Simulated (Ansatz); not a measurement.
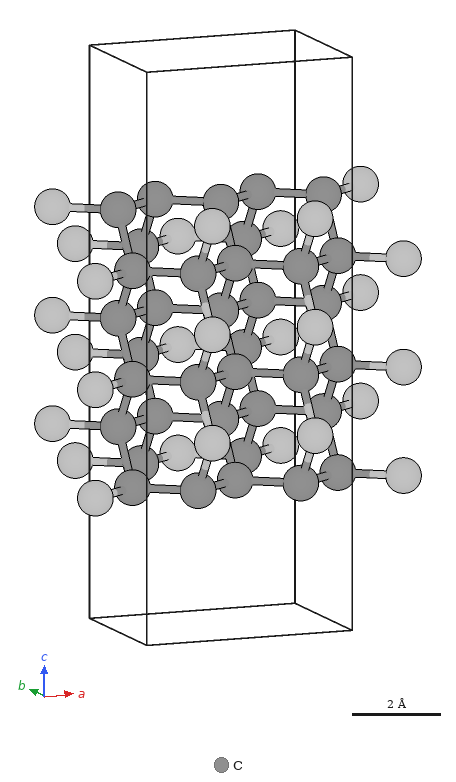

The starting structure (ball-and-stick view of the 2 × 1 repeat of the cell, with the vacuum cut short, seen slightly off an axis; neighbours outside the cell are drawn fainter).

## C: geometry relaxation (part 1 of 3)

System: C (slab, 12 atoms in the cell).
Method: DFT PBEsol, scalar-relativistic, plane waves, PAW, no spin polarisation (Ansatz 0.2.0).

The structure derives from an entry of the Crystallography Open Database. The input holds or restrains some coordinates. It belongs to a series of runs on one base structure; here: clean slab, lower half held.

### The input
```yaml
crystal:
  lattice:
    - [2.5129226041, 0.0, 0.0]
    - [0.0, 3.5538092279, 0.0]
    - [0.0, 0.0, 23.2823065103]
  atoms:
    - { symbol: C, position: [0.5, 0.0, 0.3650841035] }
    - { symbol: C, position: [0.0, 0.25, 0.3650841035] }
    - { symbol: C, position: [0.0, 0.5, 0.4190504621] }
    - { symbol: C, position: [0.5, 0.75, 0.4190504621] }
    - { symbol: C, position: [0.5, 0.0, 0.4730168207] }
    - { symbol: C, position: [0.0, 0.25, 0.4730168207] }
    - { symbol: C, position: [0.0, 0.5, 0.5269831793] }
    - { symbol: C, position: [0.5, 0.75, 0.5269831793] }
    - { symbol: C, position: [0.5, 0.0, 0.5809495379] }
    - { symbol: C, position: [0.0, 0.25, 0.5809495379] }
    - { symbol: C, position: [0.0, 0.5, 0.6349158965] }
    - { symbol: C, position: [0.5, 0.75, 0.6349158965] }
basis:
  ecutwfc: 420
kpoints:
  mp_grid: { grid: [11, 8, 1] }
hamiltonian:
  xc: pbesol
scf:
  occupations: { method: gaussian, width: 0.05 }
output:
  forces: true
  eigenvalues: true
  write_density: true
  write_potential: true
  elf: true
  volumetric_format: npy
relax:
  adjacent_minimum: "off"
  f_tol: 0.03
  max_steps: 70
  constraints: [{ sites: [0, 1, 2, 3, 4, 5] }]
efield:
  axis: 3
  dipole_correction: true
  ramp_width: 0.04
```

Command:
```bash
ansatz run input.yaml --threads 1 --pin off --max-ram 3072MiB --backend cpu --events-out ev --progress --plain --runs-dir out
```

### What the program printed
```
Engine: ansatz 0.2.0, x86_64-unknown-linux-gnu
Pseudopotentials: kind: paw
Pseudopotential: C, paw, valence charge 4, recommended cutoff 420 eV (normal), C.paw.azcp
Functional definition: PBEsol
  exchange = pbesol_x
  correlation = pbesol_c
Crystal: 12 atoms, lattice volume = 207.921 Å³
Basis set: ecut = 420 eV, 4035 PW (Γ), exchange–correlation on 36×48×320 points (8 copies of the dense FFT grid, shifted against one another)
Bands: 36, of which v1, the nominal top of the filled ones, is band 24 counted from 1 (23 counted from 0)
Symmetry: 4 space group operations
k-points: 30 of 88
Non-local potential: C, projectors of the file, l = 0: 2, l = 1: 2, l = 2: 1
PAW form: soft (Blöchl's): semilocal exchange-correlation on the pseudo side does not see the compensation charge
PAW frozen core: C, regenerated for the run's functional, and the local potential with it (the file was generated under x = pbe(κ = 0.804, μ = 0.2195149727645171), c = pbe(β = 0.06672455060314922))
PAW one-centre angular grid: C, 110 points (default); XC on 64 Gauss nodes
Initial density: superposition of atomic densities (neutral atoms: chi_scale 0, normalization atom), corrected by the library's trained network
Initial wavefunctions: pseudopotential atomic-orbital guess
Functional: x = pbesol(κ = 0.804, μ = 0.12345679012345678), c = pbesol(β = 0.046)
SCF iter   1: F=—  HF=-2952.207453 eV  |F-HF|=—  |Δ(HF+E_count)|=         —  Δρ=1.05e-2  dr2=1.08e0  ethr=1.77e-3  p=0.000 e·Å  D=7.78e-14 V/Å  ΔV_dip=-0.00 eV  dr2_dipole=1.31e-6  V_vac-E_F(+/−)=5.15/5.15 eV  ⟨swp⟩=10.1  Hψ=7178  notcnv=0  defer=59
efield: sawtooth ramp at fractional position 0.9800 (placed from the atoms, in the widest stretch of the axis that holds none; the zero of the levels goes with the place), width 0.0400; the density the first Hamiltonian is built on has a dipole p = 0.000 e·Å; the dipole correction subtracts the counter field D = 7.78e-14 V/Å, which shifts the + side's vacuum level by -0.00 eV against the − side's; the planar-averaged density in the ramp window peaks in size at 7.6e-6 e/Å³
preconditioner: auto → LDOS  [metal: Δε(μ)=0.047 eV  Ē_g=14.964 eV  σ=0.050 eV  W_gap=0.49  n_scr=32 (ndim 8)  ℏωp=17.8 eV  f_vac=0.589  D(μ)=2.20/eV (n_scr^D=10)  β→1.0]
SCF iter   2: F=—  HF=-2952.057222 eV  |F-HF|=—  |Δ(HF+E_count)|=   1.50e-1  Δρ=4.48e-3  dr2=4.07e-2  ethr=1.77e-3  p=-0.000 e·Å  D=-1.46e-4 V/Å  ΔV_dip=0.00 eV  dr2_dipole=9.28e-6  V_vac-E_F(+/−)=5.95/5.95 eV  ⟨swp⟩=3.3  Hψ=1909  notcnv=0  defer=187
SCF iter   3: F=—  HF=-2952.050511 eV  |F-HF|=—  |Δ(HF+E_count)|=   6.71e-3  Δρ=1.68e-3  dr2=1.06e-2  ethr=8.47e-5  p=-0.000 e·Å  D=-7.18e-7 V/Å  ΔV_dip=0.00 eV  dr2_dipole=4.04e-8  V_vac-E_F(+/−)=6.01/6.01 eV  ⟨swp⟩=3.7  Hψ=2437  notcnv=0  defer=187
SCF iter   4: F=—  HF=-2952.047884 eV  |F-HF|=—  |Δ(HF+E_count)|=   2.63e-3  Δρ=3.87e-4  dr2=7.29e-4  ethr=2.21e-5  p=-0.000 e·Å  D=-2.32e-6 V/Å  ΔV_dip=0.00 eV  dr2_dipole=3.70e-8  V_vac-E_F(+/−)=6.05/6.05 eV  ⟨swp⟩=2.2  Hψ=1648  notcnv=0  defer=187
SCF iter   5: F=—  HF=-2952.047788 eV  |F-HF|=—  |Δ(HF+E_count)|=   9.58e-5  Δρ=9.38e-5  dr2=4.22e-5  ethr=1.52e-6  p=-0.000 e·Å  D=-2.92e-6 V/Å  ΔV_dip=0.00 eV  dr2_dipole=1.38e-9  V_vac-E_F(+/−)=6.06/6.06 eV  ⟨swp⟩=2.1  Hψ=1625  notcnv=0  defer=187
SCF iter   6: F=-2952.047788 eV  HF=-2952.047787 eV  |F-HF|=3.30e-7  |Δ(HF+E_count)|=   7.73e-7  Δρ=2.81e-5  dr2=2.85e-6  ethr=4.69e-8  p=-0.000 e·Å  D=-1.11e-6 V/Å  ΔV_dip=0.00 eV  dr2_dipole=1.76e-10  V_vac-E_F(+/−)=6.07/6.07 eV  ⟨swp⟩=27.1  Hψ=14532  notcnv=0
SCF 1 converged in 6 iterations: F = -2952.047788 eV  dr2 = 2.85e-6
  Residual-converged pass: ⟨swp⟩=1.1  Hψ=1202  notcnv=0  max |occ|·‖R‖ = 7.0e-9 eV (tolerance 1.0e-8 eV)  dr2=2.85e-6  dr2_onsite=1.82e-8  max |Δocc| = 4.7e-10
  greatest PAW one-centre occupation: 0.646 electrons in one spin orbital (limit 2), on the C atom at site 5 (counted from 0), in its partial waves of l = 0
relax step   1: F+E_penalty+E_count = -2952.04778757 eV  Δ(F+E_penalty+E_count) = +0.000e0 eV  max|allowed force component| = 4.448e0 eV/Å  Δτ_max = 0.0000 Å  (6 SCF iters, dr2 threshold 2.25e-5 eV, accepted)
Initial density: handed on by an earlier stage of this run
Initial wavefunctions: those handed on with the density
iter 1 solved again at ethr=4.67e-4 eV; its pass at ethr=3.10e-3 eV (dr2=2.24e-1 eV) is discarded
SCF iter   1: F=—  HF=-2952.742649 eV  |F-HF|=—  |Δ(HF+E_count)|=         —  Δρ=1.09e-2  dr2=2.26e-1  ethr=4.67e-4  p=-0.000 e·Å  D=-1.13e-6 V/Å  ΔV_dip=0.00 eV  dr2_dipole=6.66e-4  V_vac-E_F(+/−)=6.09/6.09 eV  ⟨swp⟩=2.0  Hψ=4894  notcnv=0  defer=187
efield: sawtooth ramp at fractional position 0.9800 (handed on by an earlier solve), width 0.0400; the density the first Hamiltonian is built on has a dipole p = -0.000 e·Å; the dipole correction subtracts the counter field D = -1.13e-6 V/Å, which shifts the + side's vacuum level by +0.00 eV against the − side's; the planar-averaged density in the ramp window peaks in size at 3.0e-7 e/Å³
preconditioner: auto → LDOS  [insulator: Δε(μ)=0.120 eV  Ē_g=15.455 eV  σ=0.050 eV  W_gap=0.62  n_scr=32 (ndim 8)  ℏωp=17.8 eV  f_vac=0.592  D(μ)=2.35/eV (n_scr^D=10)  ε∞_Penn≈2.3  β→1.0]
SCF iter   2: F=—  HF=-2952.711758 eV  |F-HF|=—  |Δ(HF+E_count)|=   3.09e-2  Δρ=7.07e-3  dr2=4.91e-1  ethr=4.67e-4  p=0.022 e·Å  D=1.93e-2 V/Å  ΔV_dip=-0.45 eV  dr2_dipole=1.35e-1  V_vac-E_F(+/−)=5.56/6.01 eV  ⟨swp⟩=3.7  Hψ=1997  notcnv=0  defer=187  recentre
SCF iter   3: F=—  HF=-2952.672619 eV  |F-HF|=—  |Δ(HF+E_count)|=   3.91e-2  Δρ=1.78e-3  dr2=2.69e-2  ethr=4.67e-4  p=0.015 e·Å  D=1.34e-2 V/Å  ΔV_dip=-0.31 eV  dr2_dipole=8.87e-3  V_vac-E_F(+/−)=5.80/6.11 eV  ⟨swp⟩=2.9  Hψ=1736  notcnv=0  defer=183
SCF iter   4: F=—  HF=-2952.672456 eV  |F-HF|=—  |Δ(HF+E_count)|=   1.63e-4  Δρ=4.29e-4  dr2=9.08e-4  ethr=5.59e-5  p=0.016 e·Å  D=1.41e-2 V/Å  ΔV_dip=-0.33 eV  dr2_dipole=1.90e-4  V_vac-E_F(+/−)=5.77/6.10 eV  ⟨swp⟩=1.9  Hψ=1329  notcnv=0  defer=179
SCF iter   5: F=-2952.672437 eV  HF=-2952.672448 eV  |F-HF|=1.07e-5  |Δ(HF+E_count)|=   7.57e-6  Δρ=9.62e-5  dr2=3.10e-5  ethr=2.08e-7  p=0.017 e·Å  D=1.47e-2 V/Å  ΔV_dip=-0.34 eV  dr2_dipole=7.15e-7  V_vac-E_F(+/−)=5.75/6.09 eV  ⟨swp⟩=26.5  Hψ=15025  notcnv=0
SCF 2 converged in 5 iterations: F = -2952.672437 eV  dr2 = 3.10e-5
  greatest PAW one-centre occupation: 0.650 electrons in one spin orbital (limit 2), on the C atom at site 11 (counted from 0), in its partial waves of l = 0
relax step   2: F+E_penalty+E_count = -2952.67243744 eV  Δ(F+E_penalty+E_count) = -6.246e-1 eV  max|allowed force component| = 2.031e0 eV/Å  Δτ_max = 0.1056 Å  (5 SCF iters, dr2 threshold 1.00e-4 eV, accepted)
iter 1 solved again at ethr=1.59e-3 eV; its pass at ethr=3.10e-3 eV (dr2=7.64e-1 eV) is discarded
SCF iter   1: F=—  HF=-2952.974286 eV  |F-HF|=—  |Δ(HF+E_count)|=         —  Δρ=2.20e-2  dr2=7.81e-1  ethr=1.59e-3  p=0.017 e·Å  D=1.47e-2 V/Å  ΔV_dip=-0.34 eV  dr2_dipole=3.22e-2  V_vac-E_F(+/−)=5.75/6.09 eV  ⟨swp⟩=1.0  Hψ=5926  notcnv=0  defer=96
efield: sawtooth ramp at fractional position 0.9800 (handed on by an earlier solve), width 0.0400; the density the first Hamiltonian is built on has a dipole p = 0.017 e·Å; the dipole correction subtracts the counter field D = 1.47e-2 V/Å, which shifts the + side's vacuum level by -0.34 eV against the − side's; the planar-averaged density in the ramp window peaks in size at 4.7e-7 e/Å³
preconditioner: auto → LDOS  [metal: Δε(μ)=0.045 eV  Ē_g=15.674 eV  σ=0.050 eV  W_gap=0.43  n_scr=32 (ndim 8)  ℏωp=17.8 eV  f_vac=0.601  D(μ)=2.56/eV (n_scr^D=10)  β→1.0]
SCF iter   2: F=—  HF=-2952.797566 eV  |F-HF|=—  |Δ(HF+E_count)|=   1.77e-1  Δρ=1.04e-2  dr2=3.56e-1  ethr=1.59e-3  p=0.060 e·Å  D=5.20e-2 V/Å  ΔV_dip=-1.21 eV  dr2_dipole=1.23e-2  V_vac-E_F(+/−)=4.89/6.10 eV  ⟨swp⟩=3.8  Hψ=2292  notcnv=0  defer=121
SCF iter   3: F=—  HF=-2952.695281 eV  |F-HF|=—  |Δ(HF+E_count)|=   1.02e-1  Δρ=1.22e-3  dr2=4.19e-3  ethr=7.43e-4  p=0.045 e·Å  D=3.89e-2 V/Å  ΔV_dip=-0.91 eV  dr2_dipole=3.37e-5  V_vac-E_F(+/−)=5.22/6.12 eV  ⟨swp⟩=3.2  Hψ=2000  notcnv=0  defer=189
SCF iter   4: F=—  HF=-2952.694378 eV  |F-HF|=—  |Δ(HF+E_count)|=   9.03e-4  Δρ=4.44e-4  dr2=5.87e-4  ethr=8.73e-6  p=0.046 e·Å  D=4.02e-2 V/Å  ΔV_dip=-0.94 eV  dr2_dipole=1.04e-5  V_vac-E_F(+/−)=5.19/6.13 eV  ⟨swp⟩=3.6  Hψ=2544  notcnv=0  defer=176
SCF iter   5: F=—  HF=-2952.694266 eV  |F-HF|=—  |Δ(HF+E_count)|=   1.12e-4  Δρ=1.22e-4  dr2=4.47e-5  ethr=1.22e-6  p=0.046 e·Å  D=4.04e-2 V/Å  ΔV_dip=-0.94 eV  dr2_dipole=6.32e-7  V_vac-E_F(+/−)=5.19/6.13 eV  ⟨swp⟩=2.2  Hψ=1701  notcnv=0  defer=176
SCF iter   6: F=-2952.694279 eV  HF=-2952.694282 eV  |F-HF|=3.14e-6  |Δ(HF+E_count)|=   1.61e-5  Δρ=5.21e-5  dr2=9.45e-6  ethr=9.31e-8  p=0.047 e·Å  D=4.05e-2 V/Å  ΔV_dip=-0.94 eV  dr2_dipole=3.16e-7  V_vac-E_F(+/−)=5.19/6.13 eV  ⟨swp⟩=27.3  Hψ=14861  notcnv=0
SCF 3 converged in 6 iterations: F = -2952.694279 eV  dr2 = 9.45e-6
  Residual-converged pass: ⟨swp⟩=1.0  Hψ=1200  notcnv=0  max |occ|·‖R‖ = 7.0e-9 eV (tolerance 1.0e-8 eV)  dr2=9.45e-6  dr2_onsite=7.01e-8  max |Δocc| = 8.0e-11
  greatest PAW one-centre occupation: 0.677 electrons in one spin orbital (limit 2), on the C atom at site 11 (counted from 0), in its partial waves of l = 0
relax step   3: F+E_penalty+E_count = -2952.69427923 eV  Δ(F+E_penalty+E_count) = -2.184e-2 eV  max|allowed force component| = 1.844e0 eV/Å  Δτ_max = 0.1915 Å  (6 SCF iters, dr2 threshold 1.00e-4 eV, accepted)
iter 1 solved again at ethr=1.85e-3 eV; its pass at ethr=3.10e-3 eV (dr2=8.89e-1 eV) is discarded
SCF iter   1: F=—  HF=-2952.847972 eV  |F-HF|=—  |Δ(HF+E_count)|=         —  Δρ=1.97e-2  dr2=8.86e-1  ethr=1.85e-3  p=0.047 e·Å  D=4.05e-2 V/Å  ΔV_dip=-0.94 eV  dr2_dipole=1.47e-1  V_vac-E_F(+/−)=5.24/6.18 eV  ⟨swp⟩=1.0  Hψ=5368  notcnv=0  defer=119
efield: sawtooth ramp at fractional position 0.9800 (handed on by an earlier solve), width 0.0400; the density the first Hamiltonian is built on has a dipole p = 0.047 e·Å; the dipole correction subtracts the counter field D = 4.05e-2 V/Å, which shifts the + side's vacuum level by -0.94 eV against the − side's; the planar-averaged density in the ramp window peaks in size at 8.3e-7 e/Å³
preconditioner: auto → LDOS  [metal: Δε(μ)=0.037 eV  Ē_g=15.319 eV  σ=0.050 eV  W_gap=0.39  n_scr=32 (ndim 8)  ℏωp=17.8 eV  f_vac=0.594  D(μ)=1.57/eV (n_scr^D=8)  β→1.0]
SCF iter   2: F=—  HF=-2952.859833 eV  |F-HF|=—  |Δ(HF+E_count)|=   1.19e-2  Δρ=1.31e-2  dr2=1.07e0  ethr=1.85e-3  p=0.009 e·Å  D=8.13e-3 V/Å  ΔV_dip=-0.19 eV  dr2_dipole=2.62e-1  V_vac-E_F(+/−)=5.85/6.04 eV  ⟨swp⟩=3.6  Hψ=2354  notcnv=0  defer=133
SCF iter   3: F=—  HF=-2952.650983 eV  |F-HF|=—  |Δ(HF+E_count)|=   2.09e-1  Δρ=1.43e-3  dr2=1.62e-2  ethr=1.85e-3  p=0.036 e·Å  D=3.10e-2 V/Å  ΔV_dip=-0.72 eV  dr2_dipole=6.95e-3  V_vac-E_F(+/−)=5.39/6.12 eV  ⟨swp⟩=2.7  Hψ=1812  notcnv=0  defer=183
SCF iter   4: F=—  HF=-2952.650964 eV  |F-HF|=—  |Δ(HF+E_count)|=   1.85e-5  Δρ=4.21e-4  dr2=6.17e-4  ethr=3.38e-5  p=0.040 e·Å  D=3.46e-2 V/Å  ΔV_dip=-0.80 eV  dr2_dipole=2.74e-6  V_vac-E_F(+/−)=5.32/6.12 eV  ⟨swp⟩=2.5  Hψ=1884  notcnv=0  defer=184
SCF iter   5: F=—  HF=-2952.650853 eV  |F-HF|=—  |Δ(HF+E_count)|=   1.11e-4  Δρ=8.36e-5  dr2=2.19e-5  ethr=1.28e-6  p=0.040 e·Å  D=3.51e-2 V/Å  ΔV_dip=-0.82 eV  dr2_dipole=3.82e-6  V_vac-E_F(+/−)=5.30/6.12 eV  ⟨swp⟩=2.3  Hψ=1823  notcnv=0  defer=184
SCF iter   6: F=-2952.650860 eV  HF=-2952.650858 eV  |F-HF|=1.70e-6  |Δ(HF+E_count)|=   4.93e-6  Δρ=2.61e-5  dr2=1.00e-6  ethr=4.55e-8  p=0.040 e·Å  D=3.51e-2 V/Å  ΔV_dip=-0.82 eV  dr2_dipole=2.82e-10  V_vac-E_F(+/−)=5.30/6.12 eV  ⟨swp⟩=25.6  Hψ=13069  notcnv=0
SCF 4 converged in 6 iterations: F = -2952.650860 eV  dr2 = 1.00e-6
  Residual-converged pass: ⟨swp⟩=1.0  Hψ=1200  notcnv=0  max |occ|·‖R‖ = 7.0e-9 eV (tolerance 1.0e-8 eV)  dr2=1.00e-6  dr2_onsite=2.09e-8  max |Δocc| = 2.3e-10
  greatest PAW one-centre occupation: 0.669 electrons in one spin orbital (limit 2), on the C atom at site 11 (counted from 0), in its partial waves of l = 0
relax step   4: F+E_penalty+E_count = -2952.65085997 eV  Δ(F+E_penalty+E_count) = +4.342e-2 eV  max|allowed force component| = 1.924e0 eV/Å  Δτ_max = 0.1458 Å  (6 SCF iters, dr2 threshold 1.00e-4 eV, rejected (line search))
iter 1 solved again at ethr=9.22e-4 eV; its pass at ethr=3.10e-3 eV (dr2=4.43e-1 eV) is discarded
```
